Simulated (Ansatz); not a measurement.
**Geometry relaxation, with input and output: Zn₂Se₃ (part 2 of 2)**

The same run, continued: Zn₂Se₃ (R-3m, 5 atoms in the cell); DFT PBE, scalar-relativistic, plane waves, PAW, no spin polarisation (Ansatz 0.2.0); cutoff 420 eV, 12×12×12 k-mesh, Gaussian smearing of 0.1 eV. The structure was made by swapping elements on the sites of another compound; it need not be a known phase. It belongs to a series of runs on one base structure; here: tetradymite type (R-3m, No. 166).

Geometry of the input (Å; fractional positions):
```
1.8983  1.0960  8.0929
-1.8983  1.0960  8.0929
0.0000  -2.1920  8.0929
Zn 0.4008  0.4008  0.4008
Zn 0.5992  0.5992  0.5992
Se 0.0000  0.0000  0.0000
Se 0.2118  0.2118  0.2118
Se 0.7882  0.7882  0.7882
```

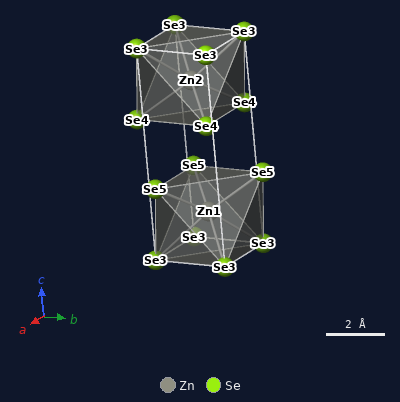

Fig. 1: The geometry at step 3 of the log (polyhedral view of the reduced cell, seen slightly off an axis; polyhedra are completed across the faces of the cell; atoms are numbered from 1 in the order of the input).

What the program printed, continued:
```
SCF iter   1: F=—  HF=-23046.275122 eV  |F-HF|=—  |Δ(HF+E_count)|=         —  Δρ=3.01e-4  dr2=2.47e-4  ethr=3.37e-7  ⟨swp⟩=2.0  Hψ=35582  notcnv=0
preconditioner: auto → Kerker (q_TF=auto, 2.578 Å⁻¹)  [metal: Δε(μ)=0.003 eV  Ē_g=11.023 eV  σ=0.100 eV  W_gap=0.02  n_scr=30 (ndim 8)  ℏωp=23.9 eV  f_vac=0.009  D(μ)=4.08/eV (n_scr^D=36)]
SCF iter   2: F=—  HF=-23046.275096 eV  |F-HF|=—  |Δ(HF+E_count)|=   2.63e-5  Δρ=1.49e-4  dr2=7.07e-5  ethr=3.37e-7  ⟨swp⟩=1.0  Hψ=8316  notcnv=0
SCF iter   3: F=—  HF=-23046.275093 eV  |F-HF|=—  |Δ(HF+E_count)|=   3.06e-6  Δρ=4.46e-5  dr2=7.70e-6  ethr=9.82e-8  ⟨swp⟩=2.4  Hψ=12229  notcnv=0
SCF iter   4: F=—  HF=-23046.275091 eV  |F-HF|=—  |Δ(HF+E_count)|=   1.26e-6  Δρ=3.13e-5  dr2=1.69e-6  ethr=1.07e-8  ⟨swp⟩=2.4  Hψ=14177  notcnv=0
SCF iter   5: F=—  HF=-23046.275091 eV  |F-HF|=—  |Δ(HF+E_count)|=   1.09e-7  Δρ=2.29e-5  dr2=7.58e-7  ethr=2.35e-9  ⟨swp⟩=2.0  Hψ=10988  notcnv=0
SCF iter   6: F=—  HF=-23046.275091 eV  |F-HF|=—  |Δ(HF+E_count)|=   2.63e-7  Δρ=7.09e-6  dr2=1.94e-7  ethr=1.05e-9  ⟨swp⟩=2.0  Hψ=11662  notcnv=0
SCF iter   7: F=-23046.275091 eV  HF=-23046.275091 eV  |F-HF|=3.31e-9  |Δ(HF+E_count)|=   3.57e-9  Δρ=3.25e-6  dr2=1.75e-8  ethr=2.93e-11  ⟨swp⟩=3.0  Hψ=37872  notcnv=0
SCF 5 converged in 7 iterations: F = -23046.275091 eV  dr2 = 1.75e-8
relax step   5: F+E_penalty+E_count = -23046.27509105 eV  Δ(F+E_penalty+E_count) = -9.304e-5 eV  max|allowed force component| = 7.643e-3 eV/Å  Δτ_max = 0.0025 Å  P = +0.105 GPa  Ω = 101.252 Å³  energy of the carried Pulay correction = -6.582e-5 eV  (7 SCF iters, dr2 threshold 2.11e-8 eV, accepted)
Crystal: 5 atoms, lattice volume = 101.402 Å³
iter 1 solved again at ethr=2.30e-7 eV; its pass at ethr=3.10e-3 eV (dr2=1.65e-4 eV) is discarded
SCF iter   1: F=—  HF=-23046.275147 eV  |F-HF|=—  |Δ(HF+E_count)|=         —  Δρ=2.25e-4  dr2=1.68e-4  ethr=2.30e-7  ⟨swp⟩=2.0  Hψ=34686  notcnv=0
preconditioner: auto → Kerker (q_TF=auto, 2.577 Å⁻¹)  [metal: Δε(μ)=0.005 eV  Ē_g=11.016 eV  σ=0.100 eV  W_gap=0.03  n_scr=30 (ndim 8)  ℏωp=23.9 eV  f_vac=0.009  D(μ)=4.09/eV (n_scr^D=36)]
SCF iter   2: F=—  HF=-23046.275131 eV  |F-HF|=—  |Δ(HF+E_count)|=   1.66e-5  Δρ=1.15e-4  dr2=5.48e-5  ethr=2.30e-7  ⟨swp⟩=1.0  Hψ=8316  notcnv=0
SCF iter   3: F=—  HF=-23046.275129 eV  |F-HF|=—  |Δ(HF+E_count)|=   1.51e-6  Δρ=4.74e-5  dr2=8.73e-6  ethr=7.61e-8  ⟨swp⟩=2.0  Hψ=11127  notcnv=0
SCF iter   4: F=—  HF=-23046.275127 eV  |F-HF|=—  |Δ(HF+E_count)|=   2.22e-6  Δρ=3.34e-5  dr2=2.07e-6  ethr=1.21e-8  ⟨swp⟩=2.0  Hψ=11296  notcnv=0
SCF iter   5: F=—  HF=-23046.275127 eV  |F-HF|=—  |Δ(HF+E_count)|=   2.59e-7  Δρ=1.72e-5  dr2=5.82e-7  ethr=2.87e-9  ⟨swp⟩=2.0  Hψ=10708  notcnv=0
SCF iter   6: F=—  HF=-23046.275127 eV  |F-HF|=—  |Δ(HF+E_count)|=   1.58e-7  Δρ=6.61e-6  dr2=1.33e-7  ethr=8.08e-10  ⟨swp⟩=2.0  Hψ=12875  notcnv=0
SCF iter   7: F=-23046.275127 eV  HF=-23046.275127 eV  |F-HF|=3.41e-9  |Δ(HF+E_count)|=   2.09e-8  Δρ=2.71e-6  dr2=1.19e-8  ethr=5.02e-11  ⟨swp⟩=4.7  Hψ=29855  notcnv=0
SCF 6 converged in 7 iterations: F = -23046.275127 eV  dr2 = 1.19e-8
relax step   6: F+E_penalty+E_count = -23046.27512659 eV  Δ(F+E_penalty+E_count) = -3.554e-5 eV  max|allowed force component| = 2.540e-3 eV/Å  Δτ_max = 0.0016 Å  P = +0.024 GPa  Ω = 101.402 Å³  energy of the carried Pulay correction = -1.100e-4 eV  (7 SCF iters, dr2 threshold 3.62e-8 eV, accepted)
Initial wavefunctions: pseudopotential atomic-orbital guess (no wavefunctions were taken with the density)
iter 1 solved again at ethr=1.22e-7 eV; its pass at ethr=3.10e-3 eV (dr2=8.80e-5 eV) is discarded
SCF iter   1: F=—  HF=-23046.273046 eV  |F-HF|=—  |Δ(HF+E_count)|=         —  Δρ=4.20e-4  dr2=3.87e-6  ethr=1.22e-7  ⟨swp⟩=2.8  Hψ=50514  notcnv=0
preconditioner: auto → Kerker (q_TF=auto, 2.577 Å⁻¹)  [metal: Δε(μ)=0.005 eV  Ē_g=11.018 eV  σ=0.100 eV  W_gap=0.03  n_scr=30 (ndim 8)  ℏωp=23.9 eV  f_vac=0.009  D(μ)=4.08/eV (n_scr^D=36)]
SCF iter   2: F=—  HF=-23046.274678 eV  |F-HF|=—  |Δ(HF+E_count)|=   1.63e-3  Δρ=2.13e-4  dr2=9.95e-7  ethr=5.37e-9  ⟨swp⟩=2.0  Hψ=12030  notcnv=0
SCF iter   3: F=—  HF=-23046.275237 eV  |F-HF|=—  |Δ(HF+E_count)|=   5.59e-4  Δρ=7.40e-6  dr2=1.87e-8  ethr=1.38e-9  ⟨swp⟩=2.0  Hψ=12032  notcnv=0
SCF iter   4: F=—  HF=-23046.275237 eV  |F-HF|=—  |Δ(HF+E_count)|=   3.30e-7  Δρ=2.43e-6  dr2=5.35e-9  ethr=2.59e-11  ⟨swp⟩=2.0  Hψ=15138  notcnv=0
SCF iter   5: F=—  HF=-23046.275238 eV  |F-HF|=—  |Δ(HF+E_count)|=   1.54e-8  Δρ=9.91e-7  dr2=2.69e-9  ethr=7.43e-12  ⟨swp⟩=2.0  Hψ=10992  notcnv=0
SCF iter   6: F=—  HF=-23046.275238 eV  |F-HF|=—  |Δ(HF+E_count)|=   1.54e-9  Δρ=5.83e-7  dr2=1.43e-9  ethr=3.74e-12  ⟨swp⟩=1.5  Hψ=8976  notcnv=0
SCF iter   7: F=—  HF=-23046.275238 eV  |F-HF|=—  |Δ(HF+E_count)|=  3.53e-10  Δρ=1.76e-7  dr2=1.16e-10  ethr=1.98e-12  ⟨swp⟩=2.0  Hψ=12296  notcnv=0
SCF iter   8: F=-23046.275238 eV  HF=-23046.275238 eV  |F-HF|=7.28e-12  |Δ(HF+E_count)|=  3.27e-11  Δρ=1.30e-7  dr2=1.59e-11  ethr=1.00e-12  ⟨swp⟩=4.8  Hψ=30440  notcnv=0
SCF 7 converged in 8 iterations: F = -23046.275238 eV  dr2 = 1.59e-11
relax step   7: F+E_penalty+E_count = -23046.27523750 eV  Δ(F+E_penalty+E_count) = -1.109e-4 eV  max|allowed force component| = 2.633e-3 eV/Å  Δτ_max = 0.0000 Å  P = +0.022 GPa  Ω = 101.402 Å³  stress off target by 2.75e-2 GPa  SCF on the basis re-selected at this cell (its energy is not comparable with the rows above)  (8 SCF iters)
basis re-selected at this cell: Δ(F+E_penalty+E_count) = -1.109e-4 eV, ΔP = -0.001 GPa vs the last step (what re-selecting the basis moved, of the pressure what is left beyond the Pulay correction that the steps carried, after the strain that the cell walked since its last selection, with what the two solves' SCF thresholds leave and, on support functions, any second-order correction that the steps lacked; it is no measure of the basis error at this ecutwfc). This SCF's stress stands 2.75e-2 GPa from its target on what of the cell is left free (relax.cell.stress_tol is 5.00e-2 GPa) and its largest allowed force component is 2.63e-3 eV/Å (relax.f_tol is 1.00e-2 eV/Å): within both
SCF converged after 8 iterations
Free energy (F): -23046.275238 eV
Harris-Foulkes:  -23046.275238 eV  (|F-HF|=7.28e-12)
Internal energy: -23046.254820 eV  (E = F + TS)
E sigma→0 (E₀):  -23046.265029 eV
Entropy (-TS):   -0.020418 eV (-4.084 meV/atom)
Fermi energy:    8.878868 eV
--- Per-component energies (eV) ---
  E_band       = -1031.666204
  E_kinetic    = 614.528770
  E_local      = -10058.237477  (includes V_loc(G=0)·N_el)
  E_nonlocal   = -557.399197
  E_hartree    = 4752.823463
  E_xc         = -585.204061
  E_vxc        = -396.203859  (∫ρ·V_xc dr)
  E_paw        = -9391.121084  (= ΣΔE_a)
  E_vpaw       = -139.998597  (= ΣTr[D̂ρ^β])
  E_aug_tail   = -0.002496  (compensation charges beyond the density's cutoff)
  E_ewald      = -7821.642738
  E_smearing   = -0.020418  (= −TS)
  E_closure    = 0.000000  (closes the sum)
  Σ components = -23046.275238   (vs F -23046.275238, Δ=0.00e0)
--- Forces (eV/Å), atoms counted from 1 ---
  atom   1  Zn    -0.00000000     0.00000000     0.00235694
  atom   2  Zn     0.00000000    -0.00000000    -0.00235694
  atom   3  Se    -0.00000000    -0.00000000    -0.00000000
  atom   4  Se    -0.00000000     0.00000000     0.00263253
  atom   5  Se     0.00000000    -0.00000000    -0.00263253
  max |Σ_I F_I| component: 4.63e-18 eV/Å
--- Stress (GPa, compression-positive) ---
        0.019865       0.000000       0.000000
        0.000000       0.019865       0.000000
        0.000000       0.000000       0.027453
  P = ⅓ Tr σ = 0.0224 GPa (0.224 kbar)
--- Band table (eV; the first three rows and the last of 189) ---
  k-point 0: bands = ["-38.5762", "-38.5747", "-38.5653", "-38.5653", "-38.5612", "-38.5612", "-38.5252", "-38.5252", "-38.5252", "-38.5252", "-38.4616", "-38.4509", "-38.4509", "-38.4149", "-38.4149", "-5.1993", "-3.9010", "-3.5360", "2.0629", "2.0629", "2.1450", "2.1450", "2.1958", "2.2314", "2.3414", "2.3414", "2.3794", "2.3794", "4.5368", "5.1925", "8.0725", "8.0725", "8.3901", "8.3901", "8.9910", "8.9910", "9.7128", "11.1287", "12.8262", "13.4367", "14.2604", "14.2604", "15.3763", "16.4114"]
  k-point 1: bands = ["-38.5761", "-38.5747", "-38.5653", "-38.5653", "-38.5613", "-38.5612", "-38.5253", "-38.5253", "-38.5251", "-38.5250", "-38.4616", "-38.4509", "-38.4509", "-38.4149", "-38.4148", "-5.1377", "-3.8794", "-3.4961", "2.0603", "2.0687", "2.1101", "2.1532", "2.2129", "2.2584", "2.3395", "2.3398", "2.3781", "2.3807", "4.5191", "5.2258", "7.5608", "7.7983", "8.1332", "8.4843", "8.5219", "8.9022", "9.8123", "11.7133", "12.9519", "13.3425", "14.2250", "14.5638", "15.9376", "16.2134"]
  k-point 2: bands = ["-38.5760", "-38.5747", "-38.5654", "-38.5651", "-38.5614", "-38.5611", "-38.5255", "-38.5253", "-38.5250", "-38.5248", "-38.4615", "-38.4510", "-38.4509", "-38.4149", "-38.4147", "-4.9582", "-3.8154", "-3.3933", "2.0570", "2.0724", "2.0833", "2.1730", "2.2520", "2.2800", "2.3399", "2.3435", "2.3758", "2.3847", "4.4100", "5.2680", "6.7665", "7.4083", "7.4213", "7.6403", "8.2523", "8.9914", "9.8337", "12.1256", "12.7135", "14.1063", "14.8426", "15.3325", "15.3752", "16.2908"]
  k-point 188: bands = ["-38.5762", "-38.5747", "-38.5653", "-38.5653", "-38.5612", "-38.5612", "-38.5252", "-38.5252", "-38.5252", "-38.5252", "-38.4616", "-38.4509", "-38.4509", "-38.4149", "-38.4149", "-4.9249", "-4.6348", "-2.9709", "1.9835", "2.0567", "2.0567", "2.1514", "2.1514", "2.3015", "2.3389", "2.3389", "2.3818", "2.3818", "3.7082", "7.3927", "7.6292", "8.0642", "8.0642", "8.4650", "8.4650", "8.8981", "8.8981", "12.1089", "12.6801", "13.2965", "14.7702", "14.7702", "15.7496", "15.7496"]
--- Relaxed structure (6 steps of the walk, 5 accepted, 1 SCFs on fresh bases) ---
  F+E_penalty+E_count = -23046.27523750 eV   max|allowed force component| = 2.633e-3 eV/Å   (the final SCF, on the basis selected at the relaxed cell)
  cell:  # Å, volume = 101.4023 Å³
    - [1.9162619979589335, 1.1063543803758573, 7.971637214383808]
    - [-1.9162619979589335, 1.1063543803758573, 7.971637214383808]
    - [-6.316553934404651e-33, -2.212708760702465, 7.971637214390643]
  atoms:
    - { symbol: Zn, position: [0.40123546567713025, 0.40123546567713025, 0.40123546567713025] }
    - { symbol: Zn, position: [0.5987645343228696, 0.5987645343228696, 0.5987645343228697] }
    - { symbol: Se, position: [3.2152679591547155e-20, 3.215267959154759e-20, 3.215267959235275e-20] }
    - { symbol: Se, position: [0.2121166105555645, 0.2121166105555645, 0.21211661055556452] }
    - { symbol: Se, position: [0.7878833894444353, 0.7878833894444353, 0.7878833894444353] }
```

Trajectory as extended XYZ (Å, eV, eV/Å), 7 frames, from step=1 to step=7:
```
5
Lattice="1.8983 1.0960 8.0929 -1.8983 1.0960 8.0929 0.0000 -2.1920 8.0929" Properties=species:S:1:pos:R:3:forces:R:3 step=1 energy=-23046.26919 pressure_GPa=0.15
Zn    0.0000    0.0000    9.7300    0.0000   0.0000   0.0087
Zn    0.0000    0.0000   14.5487    0.0000   0.0000  -0.0087
Se    0.0000    0.0000    0.0000    0.0000   0.0000   0.0000
Se    0.0000    0.0000    5.1421    0.0000   0.0000   0.0234
Se    0.0000    0.0000   19.1366    0.0000   0.0000  -0.0234
5
Lattice="1.9145 1.1053 7.9864 -1.9145 1.1053 7.9864 0.0000 -2.2106 7.9864" Properties=species:S:1:pos:R:3:forces:R:3 step=2 energy=-23046.27429 pressure_GPa=0.00
Zn    0.0000    0.0000    9.5998    0.0000   0.0000   0.0591
Zn    0.0000    0.0000   14.3593    0.0000   0.0000  -0.0591
Se    0.0000    0.0000    0.0000    0.0000   0.0000   0.0000
Se    0.0000    0.0000    5.0855    0.0000   0.0000  -0.0077
Se    0.0000    0.0000   18.8736    0.0000   0.0000   0.0077
5
Lattice="1.9175 1.1071 7.9417 -1.9175 1.1071 7.9417 0.0000 -2.2141 7.9417" Properties=species:S:1:pos:R:3:forces:R:3 step=3 energy=-23046.27376 pressure_GPa=0.05 accepted=F
Zn    0.0000    0.0000    9.5670    0.0000   0.0000  -0.0251
Zn    0.0000    0.0000   14.2581    0.0000   0.0000   0.0251
Se    0.0000    0.0000    0.0000    0.0000   0.0000   0.0000
Se    0.0000    0.0000    5.0373    0.0000   0.0000   0.0636
Se    0.0000    0.0000   18.7878    0.0000   0.0000  -0.0636
5
Lattice="1.9161 1.1062 7.9721 -1.9161 1.1062 7.9721 0.0000 -2.2125 7.9721" Properties=species:S:1:pos:R:3:forces:R:3 step=4 energy=-23046.27500 pressure_GPa=-0.02
Zn    0.0000    0.0000    9.5927    0.0000   0.0000   0.0184
Zn    0.0000    0.0000   14.3236    0.0000   0.0000  -0.0184
Se    0.0000    0.0000    0.0000    0.0000   0.0000   0.0000
Se    0.0000    0.0000    5.0697    0.0000   0.0000   0.0166
Se    0.0000    0.0000   18.8466    0.0000   0.0000  -0.0166
5
Lattice="1.9154 1.1058 7.9672 -1.9154 1.1058 7.9672 0.0000 -2.2117 7.9672" Properties=species:S:1:pos:R:3:forces:R:3 step=5 energy=-23046.27509 pressure_GPa=0.10
Zn    0.0000    0.0000    9.5886    0.0000   0.0000   0.0076
Zn    0.0000    0.0000   14.3130    0.0000   0.0000  -0.0076
Se    0.0000    0.0000    0.0000    0.0000   0.0000   0.0000
Se    0.0000    0.0000    5.0691    0.0000   0.0000   0.0014
Se    0.0000    0.0000   18.8326    0.0000   0.0000  -0.0014
5
Lattice="1.9163 1.1064 7.9716 -1.9163 1.1064 7.9716 0.0000 -2.2127 7.9716" Properties=species:S:1:pos:R:3:forces:R:3 step=6 energy=-23046.27513 pressure_GPa=0.02
Zn    0.0000    0.0000    9.5955    0.0000   0.0000   0.0023
Zn    0.0000    0.0000   14.3194    0.0000   0.0000  -0.0023
Se    0.0000    0.0000    0.0000    0.0000   0.0000   0.0000
Se    0.0000    0.0000    5.0728    0.0000   0.0000   0.0025
Se    0.0000    0.0000   18.8422    0.0000   0.0000  -0.0025
5
Lattice="1.9163 1.1064 7.9716 -1.9163 1.1064 7.9716 0.0000 -2.2127 7.9716" Properties=species:S:1:pos:R:3:forces:R:3 step=7 energy=-23046.27524 pressure_GPa=0.02
Zn    0.0000    0.0000    9.5955    0.0000   0.0000   0.0024
Zn    0.0000    0.0000   14.3194    0.0000   0.0000  -0.0024
Se    0.0000    0.0000    0.0000    0.0000   0.0000   0.0000
Se    0.0000    0.0000    5.0728    0.0000   0.0000   0.0026
Se    0.0000    0.0000   18.8422    0.0000   0.0000  -0.0026
```

Results in brief:

- outcome: converged
- space group (tolerance 0.01 Å): R-3m (166)
- electrons treated: 72
- free energy: −23046.2752 eV
- Fermi energy: 8.879 eV
- gap on the k-point mesh: none (metallic)
- pressure: 0.02 GPa
- final volume: 101.40 Å³
- largest force (length of the vector) at the end: 0.003 eV/Å
- final cell: a = 8.273 Å, b = 8.273 Å, c = 8.273 Å, α = 26.79°, β = 26.79°, γ = 26.79°
- hardware: 1 thread of Intel Xeon @ 2.50GHz (Skylake/Cascade Lake), 189 GiB of memory available, shared host
- wall time: 17 min (CPU time 11 min; the host was busy)
- peak memory: 0.84 GiB
